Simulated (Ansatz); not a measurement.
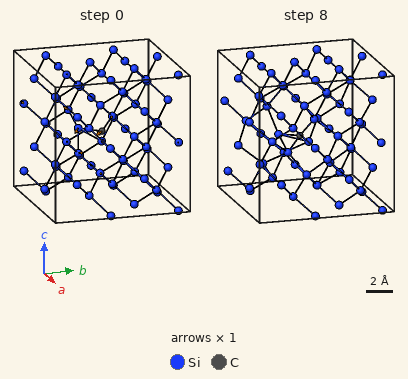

The structure of a defect cell of composition Si$_{64}$C (cell charge +4) before (left) and after (right) a relaxation, at one scale. The orange arrows give the displacements, at their true length.

A ball-and-stick model of the cell of the calculation (origin shifted), seen slightly off an axis.

These are results of DFT, PBEsol, PAW, plane waves in Ansatz, not measurements. (plane-wave cutoff 420 eV; k-point mesh 1 × 1 × 1; mesh shifted by (0.25, 0.25, 0.25); collinear spin; atoms relaxed in a fixed cell; force threshold 0.03 eV/Å; at most 80 steps)

### What changed between the two?

The atom that moves furthest is the C atom (0.66 Å along [−1 −1 −1]). By element the largest moves are C 0.66 Å, Si 0.62 Å. The lattice vectors keep their values. Near-neighbour distances that change, for instance: Si–Si 3.484 → 2.658 Å, Si–Si 3.435 → 2.661 Å, Si–Si 1.611 → 2.332 Å, C–Si 2.625 → 1.961 Å. Among the angles between lasting bonds that change: Si–Si–Si 89.6° → 63.9°, Si–Si–Si 88.2° → 64.0°, Si–Si–Si 110.3° → 95.2°. After 8 geometry steps the energy has fallen by 9.724 eV per cell of the calculation. Largest force component: 25 eV/Å at the start, 0.015 eV/Å at the end. The program noted that the starting moments weren't kept. The run took 6.8 s on 1 × NVIDIA GB200 with 8 threads of Arm Neoverse-V2, peak memory 1.8 GiB.

Limits of the set-up: the cell is charged, on a uniform background, and energies carry no finite-size correction.
